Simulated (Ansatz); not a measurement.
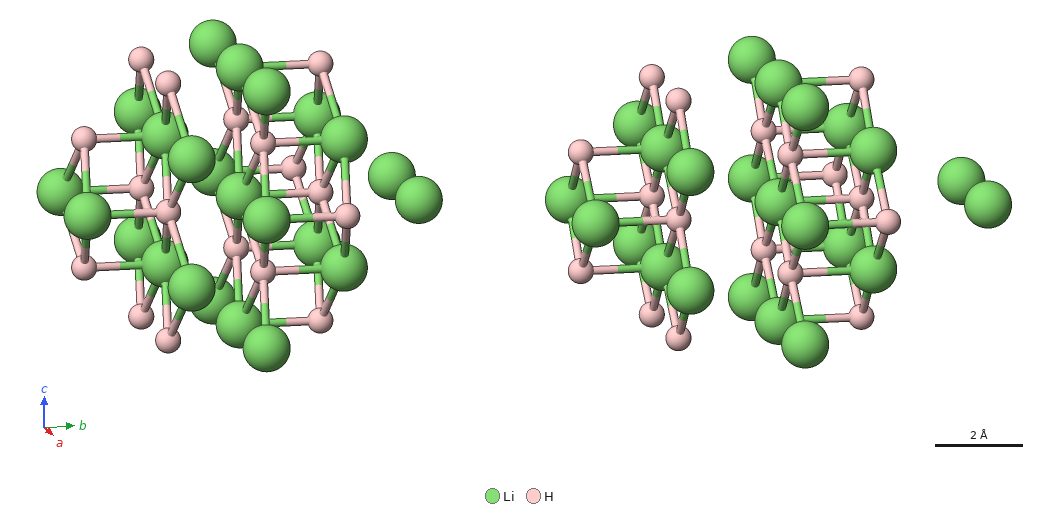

Two geometries of solid LiH (built on the TlCl-63 type type), drawn at one scale. One is the start of a relaxation, the other its converged end. A ball-and-stick model of the atoms within 4.2 Å of the atom that moves most (axes of the conventional cell (2 times the calculation's cell)), seen slightly off an axis. Lengths and directions refer to the drawn axes.

All numbers below come from Ansatz, DFT, PBEsol, plane waves, PAW. Settings: plane-wave cutoff 420 eV; k-point mesh 8 × 8 × 8; occupations fermi dirac; smearing width 0.03 eV; no spin polarisation; cell and atoms relaxed; force threshold 0.01 eV/Å; at most 120 steps.

Which geometry has the lower energy?

Answer. The right one is the relaxed one. The largest moves relative to the cell, 0.31 Å, are those of Li atoms. Largest moves by element: Li 0.31 Å, H 0.01 Å. The volume changes by +8.3 %, with a 2.738 → 2.709 Å (−1.0 %), b 7.833 → 9.281 Å (+18.5 %), c 3.023 → 2.794 Å (−7.6 %). Some distances before and after: Li–Li 2.330 → 3.054 Å, H–Li 2.053 → 1.946 Å, H–Li 1.906 → 1.959 Å. The space group stays Cmcm (No. 63). Over 8 accepted moves (10 points after the start) the energy falls by 85.7 meV per atom. The largest force component goes from 0.92 to 0.00038 eV/Å. Pressure: −0.83 GPa at the start and 0.00 GPa at the end. At 2 points the geometry stayed and the basis and grid were re-selected for the new cell (energy shift of 1.4 meV per atom at most each time).
